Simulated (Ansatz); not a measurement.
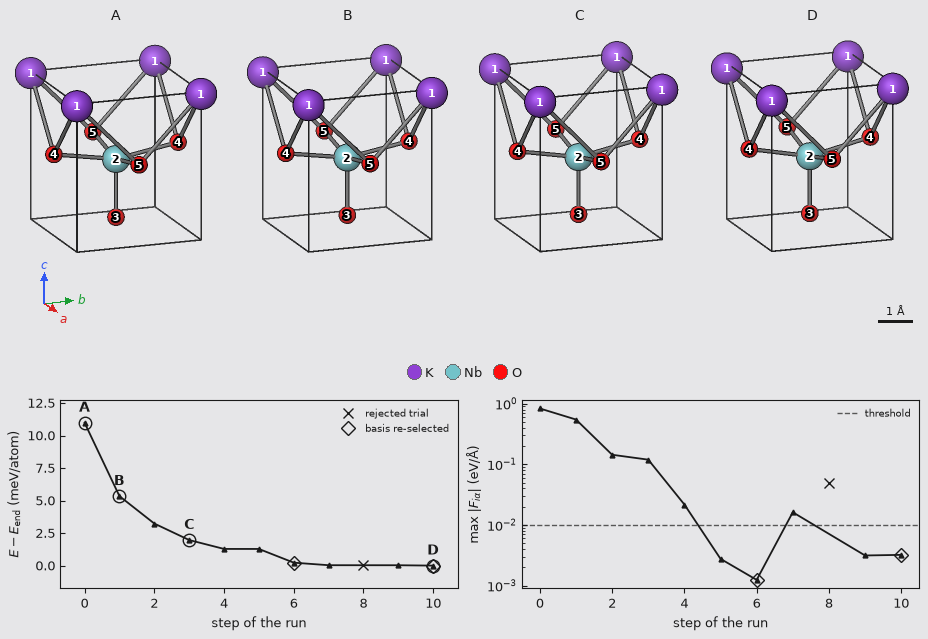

Frames of a relaxation of a crystal of KNbO3 (set up in P4mm), marked on the history of the run. Style: ball-and-stick. Shown: the cell of the calculation, slightly off an axis.

Case: volume × 1.10, shape and atoms relaxed.

Method: Ansatz, DFT PBE, scalar-relativistic, plane waves, PAW. Set-up: plane-wave cutoff 420 eV; k-point mesh 8 × 8 × 8; occupations gaussian; smearing width 0.02 eV; no spin polarisation; cell relaxed at fixed volume; force threshold 0.01 eV/Å; at most 30 steps.

> What happens along the run?

The atom that moves furthest relative to the cell is K1 (0.096 Å along −c). Largest moves by element: K 0.096 Å, O 0.090 Å, Nb 0.039 Å. The drawn cell changes at constant volume: a = b 3.997 → 3.895 Å (−2.6 %), c 4.636 → 4.882 Å (+5.3 %). Among the contacts that change: K1–O4 3.287 → 3.465 Å, K1–O4 (another image) 2.846 → 2.803 Å, Nb2–O4 2.027 → 1.991 Å, Nb2–O3 1.822 → 1.791 Å. Bond angles that change, for instance: K1–O3–K1 161.9° → 153.0°, Nb2–O4–Nb2 160.9° → 155.9°, O4–Nb2–O4 160.9° → 155.9°. The space group stays P4mm (No. 99). After 7 accepted moves (10 points after the start) the energy has fallen by 11.0 meV per atom. The largest force component goes from 0.83 to 0.0032 eV/Å. Pressure: −5.67 GPa at the start and 0.36 GPa at the end. The line search rejected the trial step at point 8 of the run. At 2 points the geometry stayed and the basis and grid were re-selected for the new cell (energy shift of 1.1 meV per atom at most each time). From step 0 to 1: O3 moves most (0.06 Å), energy −5.6 meV per atom. From step 1 to 3: Nb2 moves most (0.03 Å), energy −3.4 meV per atom. From step 3 to 10: K1 moves most (0.05 Å), energy −2.0 meV per atom.

```
step  E − E(0), meV/atom  largest force component, eV/Å  pressure, GPa                      note
   0                0.00                         0.8343          -5.67                          
   1               -5.64                         0.5481          -2.74                          
   2               -7.75                         0.1440          -1.33                          
   3               -9.01                         0.1195          -0.76                          
   4               -9.70                         0.0218          -0.30                          
   5               -9.70                         0.0028          -0.34                          
   6              -10.75                         0.0012          -0.24  same geometry, new basis
   7              -10.95                         0.0162           0.36                          
   8              -10.94                         0.0497           0.32                  rejected
   9              -10.95                         0.0031           0.35                          
  10              -10.98                         0.0032           0.36  same geometry, new basis
```
